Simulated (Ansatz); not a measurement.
The calculation's input:

```
crystal:
  lattice:
    - [-2.0261375586, 2.0261375586, 5.1813792137]
    - [2.0261375586, -2.0261375586, 5.1813792137]
    - [2.0261375586, 2.0261375586, -5.1813792137]
  atoms:
    - { symbol: Sn, position: [0.75, 0.25, 0.5] }
    - { symbol: Sn, position: [0.0, 0.0, 0.0] }
    - { symbol: O, position: [0.7975932603, 0.7975932603, 0.0] }
    - { symbol: O, position: [0.9524067397, 0.4524067397, 0.5] }
    - { symbol: O, position: [0.2024067397, 0.2024067397, 0.0] }
    - { symbol: O, position: [0.5475932603, 0.0475932603, 0.5] }
basis:
  ecutwfc: 420
kpoints:
  mp_grid: { grid: [10, 10, 10] }
  band_path:
    path:
      - [[0.0, 0.0, 0.0], [0.0, 0.0, 0.5], [0.25, 0.25, 0.25], [0.0, 0.5, 0.0], [0.0, 0.0, 0.0], [0.5, 0.5, -0.5], [0.28822849, 0.71177151, -0.28822849]]
      - [[-0.28822849, 0.28822849, 0.28822849], [0.0, 0.0, 0.0]]
      - [[0.0, 0.0, 0.5], [-0.07645697, 0.07645697, 0.5]]
      - [[0.5, 0.5, -0.07645697], [0.5, 0.5, -0.5]]
    npoints: 14
hamiltonian:
  xc: pbe
scf:
  occupations: { method: gaussian, width: 0.02 }
  n_extra_bands: 15
output:
  forces: true
  stress: true
  eigenvalues: true
  populations: true
  dos: { projected: true, de: 0.02, nscf_kmesh: { grid: [15, 15, 15] } }
  bader: true
  write_density: true
  write_potential: true
  elf: true
  volumetric_format: npy
```

Launched as:

```sh
ansatz run input.yaml --threads 1 --pin off --max-ram 2560MiB --backend cpu --events-out ev --progress --plain --runs-dir out
```

Below, planes, directions and counts refer to the conventional cell (a = 4.05 Å, b = 4.05 Å, c = 10.36 Å, α = 90.00°, β = 90.00°, γ = 90.00°).

Space group I4₁/amd; a structure from a database of computed crystals, not necessarily the ambient phase.

These are results of DFT PBE, scalar-relativistic, plane waves, PAW in Ansatz 0.2.0, not measurements.

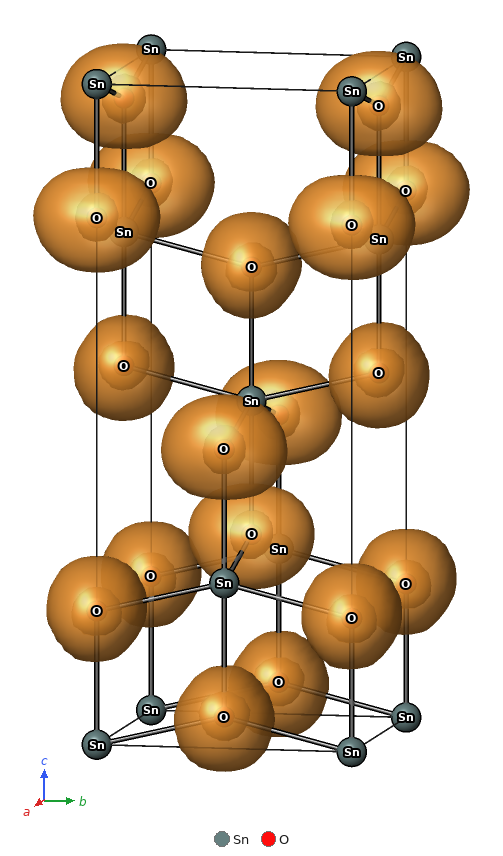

SnO$_{2}$. Isosurface of the ELF at 0.7 (orange), seen slightly off an axis. Only the valence region is drawn (cores and ρ < 0.01 e/Å³ removed). Sticks mark near contacts.

In a PAW calculation such maps are meaningful between the atoms, not at the nuclei.

### Identify the bonds, lone pairs and shells in this picture.

The surface consists of eight regions wrapped around O (the valence shell of each), counted in one cell of 12 atoms. Regions shared between cells count once. Profiles from the grid: Sn–O (2.09 Å): the ELF peaks at about 0.80 in the valence shell of O, 0.6 Å from its nucleus, and is about 0.25 at the midpoint: no shared electron pair shows on this line.

### Does the calculation give a band gap?

It is gapped, with a Kohn–Sham gap of 1.3 eV on the k-point mesh, an upper bound to the gap of this method.
